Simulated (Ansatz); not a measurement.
Geometry relaxation of Ge (part 2 of 2)

The same run, continued: Ge (R-3, 8 atoms in the cell); DFT r2SCAN, scalar-relativistic, plane waves, PAW, no spin polarisation (Ansatz 0.2.0); cutoff 500 eV, 6×6×6 k-mesh, Gaussian smearing of 0.1 eV. The structure derives from a Materials Project entry.

Geometry of the input (Å; fractional positions):
```
5.0124  2.8939  1.9886
-5.0124  2.8939  1.9886
0.0000  -5.7878  1.9886
Ge 0.7145  0.7145  0.7145
Ge 0.2855  0.2855  0.2855
Ge 0.0269  0.7218  0.5301
Ge 0.5301  0.0269  0.7218
Ge 0.7218  0.5301  0.0269
Ge 0.9731  0.2782  0.4699
Ge 0.4699  0.9731  0.2782
Ge 0.2782  0.4699  0.9731
```

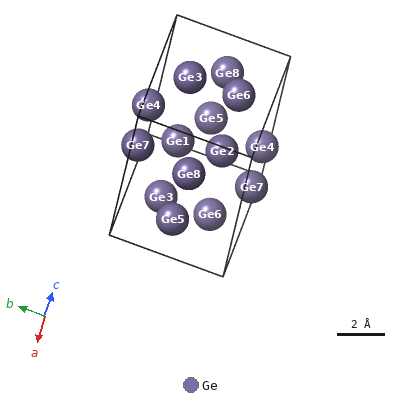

Figure 1. The geometry at step 3 of the log (spheres-only view of the cell of the calculation, seen at an oblique angle; atoms are numbered from 1 in the order of the input).

```
basis re-selected at this cell: Δ(F+E_penalty+E_count) = +1.942e-3 eV, ΔP = -0.008 GPa vs the last step (what re-selecting the basis moved, of the pressure what is left beyond the Pulay correction that the steps carried, after the strain that the cell walked since its last selection, with what the two solves' SCF thresholds leave and, on support functions, any second-order correction that the steps lacked; it is no measure of the basis error at this ecutwfc). This SCF's stress stands 2.22e-2 GPa from its target on what of the cell is left free (relax.cell.stress_tol is 5.00e-2 GPa) and its largest allowed force component is 2.78e-3 eV/Å (relax.f_tol is 5.00e-3 eV/Å): within both
SCF converged after 6 iterations
Free energy (F): -34421.835094 eV
Harris-Foulkes:  -34421.835094 eV  (|F-HF|=7.28e-12)
Internal energy: -34421.833667 eV  (E = F + TS)
E sigma→0 (E₀):  -34421.834380 eV
Entropy (-TS):   -0.001427 eV (-0.178 meV/atom)
Fermi energy:    9.379281 eV
--- Per-component energies (eV) ---
  E_band       = -1155.295909
  E_kinetic    = 886.736894
  E_local      = -18756.870485  (includes V_loc(G=0)·N_el)
  E_nonlocal   = 3355.398450
  E_hartree    = 8234.022959
  E_xc         = -552.561193
  E_vxc        = -542.549413  (∫ρ·V_xc dr)
  E_paw        = -16268.363253  (= ΣΔE_a)
  E_vpaw       = -2596.346687  (= ΣTr[D̂ρ^β])
  E_aug_tail   = 0.000128  (compensation charges beyond the density's cutoff)
  E_vtau       = 30.289660  (kinetic-family band-sum trace: ∫τ·v_τ [+ j·A + Jᵃ·Aᵃ] dr)
  E_ewald      = -11311.511040
  E_core_change = -8.686126  (= ΣΔE_core)
  E_smearing   = -0.001427  (= −TS)
  E_closure    = 0.000000  (closes the sum)
  Σ components = -34421.835094   (vs F -34421.835094, Δ=0.00e0)
--- Forces (eV/Å), atoms counted from 1 ---
  atom   1  Ge    -0.00000000     0.00000000    -0.00189158
  atom   2  Ge     0.00000000    -0.00000000     0.00189158
  atom   3  Ge     0.00223073     0.00169212     0.00061540
  atom   4  Ge    -0.00258078     0.00108581     0.00061540
  atom   5  Ge     0.00035005    -0.00277793     0.00061540
  atom   6  Ge    -0.00223073    -0.00169212    -0.00061540
  atom   7  Ge     0.00258078    -0.00108581    -0.00061540
  atom   8  Ge    -0.00035005     0.00277793    -0.00061540
  max |Σ_I F_I| component: 2.34e-17 eV/Å
--- Stress (GPa, compression-positive) ---
       -0.022166       0.000000       0.000000
       -0.000000      -0.022166       0.000000
        0.000000       0.000000       0.001687
  P = ⅓ Tr σ = -0.0142 GPa (-0.142 kbar)
--- Band table (eV; the first three rows and the last of 40) ---
  k-point 0: bands = ["-16.0827", "-16.0827", "-16.0813", "-16.0612", "-16.0612", "-16.0505", "-16.0377", "-16.0377", "-16.0112", "-16.0112", "-15.9861", "-15.9434", "-15.9434", "-15.9421", "-15.9209", "-15.9191", "-15.9191", "-15.9129", "-15.9129", "-15.8964", "-15.8711", "-15.8568", "-15.8568", "-15.8564", "-15.8564", "-15.8483", "-15.8483", "-15.8452", "-15.8001", "-15.8001", "-15.7991", "-15.7991", "-15.7925", "-15.7701", "-15.7701", "-15.7698", "-15.7659", "-15.7195", "-15.7072", "-15.7072", "-4.1303", "-0.2718", "0.3485", "0.3485", "0.5680", "2.2075", "2.2075", "2.2570", "4.6774", "4.6774", "5.3855", "5.6874", "5.6874", "8.0158", "8.0158", "8.5069", "11.1125", "11.4742", "11.4742", "13.8759", "13.8759", "14.0254", "14.4534", "14.4534", "14.7087", "16.1383", "16.2871", "16.2871"]
  k-point 1: bands = ["-16.0834", "-16.0806", "-16.0790", "-16.0635", "-16.0574", "-16.0480", "-16.0417", "-16.0375", "-16.0093", "-15.9985", "-15.9828", "-15.9576", "-15.9470", "-15.9444", "-15.9273", "-15.9230", "-15.9171", "-15.9139", "-15.9040", "-15.8958", "-15.8784", "-15.8719", "-15.8625", "-15.8555", "-15.8501", "-15.8448", "-15.8420", "-15.8352", "-15.8161", "-15.8014", "-15.8002", "-15.7914", "-15.7873", "-15.7770", "-15.7694", "-15.7654", "-15.7543", "-15.7212", "-15.7091", "-15.7084", "-3.9711", "-0.5380", "-0.1718", "0.2269", "0.4972", "2.1166", "2.3825", "2.7829", "4.4732", "4.9954", "5.8859", "6.1796", "6.4900", "7.3937", "7.5705", "8.3210", "11.1942", "11.8853", "12.0642", "12.6931", "13.2233", "13.3458", "14.2837", "14.3389", "14.5554", "15.0487", "15.5311", "15.9526"]
  k-point 2: bands = ["-16.0843", "-16.0769", "-16.0727", "-16.0656", "-16.0518", "-16.0453", "-16.0403", "-16.0347", "-16.0101", "-15.9894", "-15.9790", "-15.9713", "-15.9508", "-15.9429", "-15.9339", "-15.9249", "-15.9189", "-15.9137", "-15.9053", "-15.8991", "-15.8846", "-15.8740", "-15.8665", "-15.8632", "-15.8551", "-15.8431", "-15.8336", "-15.8286", "-15.8237", "-15.8080", "-15.8024", "-15.7854", "-15.7836", "-15.7721", "-15.7694", "-15.7557", "-15.7447", "-15.7239", "-15.7128", "-15.7118", "-3.5142", "-1.4995", "-0.5469", "-0.0146", "0.4180", "1.9157", "2.8579", "3.5544", "4.5387", "5.8939", "6.0423", "6.6470", "7.1775", "7.4364", "7.9482", "8.3789", "10.0719", "10.7502", "12.0476", "12.1140", "12.4767", "12.8467", "13.4257", "13.9390", "14.4663", "14.9578", "15.2487", "16.0403"]
  k-point 39: bands = ["-16.0793", "-16.0793", "-16.0760", "-16.0449", "-16.0420", "-16.0420", "-16.0243", "-16.0188", "-16.0188", "-16.0091", "-15.9711", "-15.9711", "-15.9556", "-15.9534", "-15.9534", "-15.9317", "-15.9317", "-15.9059", "-15.9013", "-15.9013", "-15.8911", "-15.8909", "-15.8909", "-15.8463", "-15.8463", "-15.8430", "-15.8358", "-15.8358", "-15.8341", "-15.7884", "-15.7859", "-15.7859", "-15.7778", "-15.7599", "-15.7599", "-15.7448", "-15.7448", "-15.7270", "-15.7270", "-15.7262", "-1.8814", "-1.8814", "-1.5674", "-0.7960", "-0.1258", "-0.1258", "4.2636", "5.8784", "6.0620", "6.0620", "6.4958", "6.4958", "6.8220", "7.1624", "9.6134", "9.6134", "10.5504", "10.8817", "12.3422", "12.3422", "12.5106", "12.5273", "12.6722", "12.6722", "12.8984", "13.7532", "13.8496", "13.8496"]
--- Relaxed structure (4 steps of the walk, 4 accepted, 1 SCFs on fresh bases) ---
  F+E_penalty+E_count = -34421.83509354 eV   max|allowed force component| = 2.778e-3 eV/Å   (the final SCF, on the basis selected at the relaxed cell)
  cell:  # Å, volume = 166.9535 Å³
    - [4.946065564283133, 2.855612284968405, 1.9700863685378913]
    - [-4.946065564283133, 2.855612284968405, 1.9700863685378913]
    - [3.0390235595793118e-19, -5.71122456993681, 1.9700863685378913]
  atoms:
    - { symbol: Ge, position: [0.7128722713116709, 0.7128722713116709, 0.7128722713116709] }
    - { symbol: Ge, position: [0.287127728688329, 0.287127728688329, 0.287127728688329] }
    - { symbol: Ge, position: [0.02115078085923411, 0.7173445862006742, 0.5235354562314117] }
    - { symbol: Ge, position: [0.5235354562314117, 0.021150780859233997, 0.7173445862006743] }
    - { symbol: Ge, position: [0.7173445862006742, 0.5235354562314117, 0.021150780859233942] }
    - { symbol: Ge, position: [0.9788492191407656, 0.2826554137993255, 0.47646454376858793] }
    - { symbol: Ge, position: [0.476464543768588, 0.9788492191407658, 0.2826554137993257] }
    - { symbol: Ge, position: [0.2826554137993257, 0.47646454376858804, 0.9788492191407658] }
```

Trajectory as extended XYZ (Å, eV, eV/Å), 5 frames, from step=1 to step=5
```
8
Lattice="5.0124 2.8939 1.9886 -5.0124 2.8939 1.9886 0.0000 -5.7878 1.9886" Properties=species:S:1:pos:R:3:forces:R:3 step=1 energy=-34421.76565 pressure_GPa=-2.76
Ge    0.0000    0.0000    4.2625    0.0000   0.0000  -0.1673
Ge    0.0000    0.0000    1.7034    0.0000   0.0000   0.1673
Ge   -3.4828   -0.9012    2.5430    0.0963  -0.0611  -0.1605
Ge    2.5219   -2.5656    2.5430    0.0048   0.1139  -0.1605
Ge    0.9609    3.4668    2.5430   -0.1010  -0.0528  -0.1605
Ge    3.4828    0.9012    3.4229   -0.0963   0.0611   0.1605
Ge   -2.5219    2.5656    3.4229   -0.0048  -0.1139   0.1605
Ge   -0.9609   -3.4668    3.4229    0.1010   0.0528   0.1605
8
Lattice="4.9450 2.8550 1.9669 -4.9450 2.8550 1.9669 0.0000 -5.7099 1.9669" Properties=species:S:1:pos:R:3:forces:R:3 step=2 energy=-34421.83616 pressure_GPa=0.09
Ge    0.0000    0.0000    4.2033    0.0000   0.0000   0.0532
Ge    0.0000    0.0000    1.6973    0.0000   0.0000  -0.0532
Ge   -3.4405   -0.8851    2.4923    0.0003   0.0155  -0.0163
Ge    2.4868   -2.5370    2.4923   -0.0136  -0.0075  -0.0163
Ge    0.9538    3.4221    2.4923    0.0133  -0.0080  -0.0163
Ge    3.4405    0.8851    3.4083   -0.0003  -0.0155   0.0163
Ge   -2.4868    2.5370    3.4083    0.0136   0.0075   0.0163
Ge   -0.9538   -3.4221    3.4083   -0.0133   0.0080   0.0163
8
Lattice="4.9449 2.8550 1.9720 -4.9449 2.8550 1.9720 0.0000 -5.7099 1.9720" Properties=species:S:1:pos:R:3:forces:R:3 step=3 energy=-34421.83695 pressure_GPa=-0.02
Ge    0.0000    0.0000    4.2148    0.0000   0.0000   0.0142
Ge    0.0000    0.0000    1.7012    0.0000   0.0000  -0.0142
Ge   -3.4425   -0.8809    2.4885   -0.0010   0.0069   0.0009
Ge    2.4841   -2.5408    2.4885   -0.0054  -0.0043   0.0009
Ge    0.9583    3.4217    2.4885    0.0065  -0.0026   0.0009
Ge    3.4425    0.8809    3.4275    0.0010  -0.0069  -0.0009
Ge   -2.4841    2.5408    3.4275    0.0054   0.0043  -0.0009
Ge   -0.9583   -3.4217    3.4275   -0.0065   0.0026  -0.0009
8
Lattice="4.9461 2.8556 1.9701 -4.9461 2.8556 1.9701 0.0000 -5.7112 1.9701" Properties=species:S:1:pos:R:3:forces:R:3 step=4 energy=-34421.83703 pressure_GPa=-0.01
Ge    0.0000    0.0000    4.2133    0.0000   0.0000  -0.0019
Ge    0.0000    0.0000    1.6970    0.0000   0.0000   0.0019
Ge   -3.4434   -0.8812    2.4863    0.0022   0.0017   0.0006
Ge    2.4848   -2.5415    2.4863   -0.0026   0.0011   0.0006
Ge    0.9586    3.4227    2.4863    0.0004  -0.0028   0.0006
Ge    3.4434    0.8812    3.4239   -0.0022  -0.0017  -0.0006
Ge   -2.4848    2.5415    3.4239    0.0026  -0.0011  -0.0006
Ge   -0.9586   -3.4227    3.4239   -0.0004   0.0028  -0.0006
8
Lattice="4.9461 2.8556 1.9701 -4.9461 2.8556 1.9701 0.0000 -5.7112 1.9701" Properties=species:S:1:pos:R:3:forces:R:3 step=5 energy=-34421.83509 pressure_GPa=-0.01
Ge    0.0000    0.0000    4.2133    0.0000   0.0000  -0.0019
Ge    0.0000    0.0000    1.6970    0.0000   0.0000   0.0019
Ge   -3.4434   -0.8812    2.4863    0.0022   0.0017   0.0006
Ge    2.4848   -2.5415    2.4863   -0.0026   0.0011   0.0006
Ge    0.9586    3.4227    2.4863    0.0003  -0.0028   0.0006
Ge    3.4434    0.8812    3.4239   -0.0022  -0.0017  -0.0006
Ge   -2.4848    2.5415    3.4239    0.0026  -0.0011  -0.0006
Ge   -0.9586   -3.4227    3.4239   -0.0003   0.0028  -0.0006
```

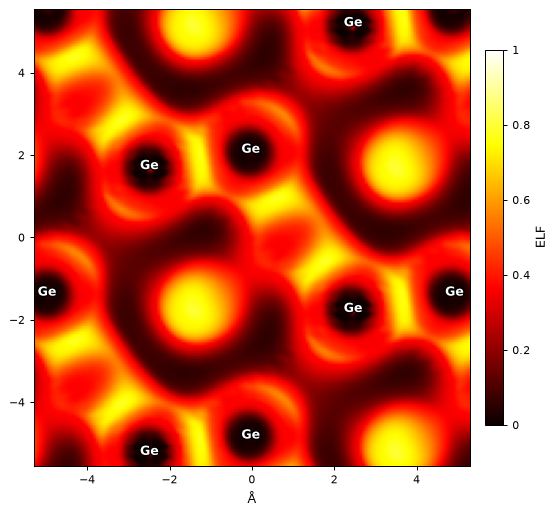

Figure 2. Electron localisation function on the (101) plane of the conventional cell. Ge–Ge (2.49 Å): the ELF peaks at about 0.75 between the atoms, as expected for localised, shared-pair bonding. Core electrons are frozen (PAW), so the fields are smoothed inside the atomic spheres.

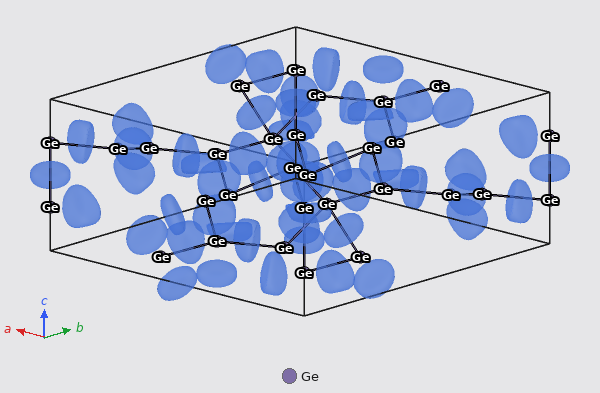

Figure 3. Isosurface of the ELF at 0.6 (blue), seen at an oblique angle. Only the valence region is drawn (cores and ρ < 0.01 e/Å³ removed). Sticks mark near contacts. The outline is the cell set on symmetry axes. Values along the shortest contacts: Ge–Ge (2.46 Å): the ELF peaks at about 0.80 between the atoms, which marks a shared electron pair.

Results in brief

| quantity | value |
| --- | --- |
| outcome | converged |
| space group (tolerance 0.01 Å) | R-3 (148) |
| electrons treated | 112 |
| free energy | −34421.8351 eV |
| Fermi energy | 9.379 eV |
| gap on the k-point mesh | none (metallic) |
| pressure | −0.01 GPa |
| final volume | 166.95 Å³ |
| largest force (length of the vector) at the end | 0.003 eV/Å |
| final cell | a = 6.041 Å, b = 6.041 Å, c = 6.041 Å, α = 109.91°, β = 109.91°, γ = 109.91° |
| hardware | 2 threads of Oxide Virtual Turin-like (Zen 5), 32 GiB of memory available, shared host |
| wall time | 95 s (CPU time 3.1 min) |
| peak memory | 1.1 GiB |
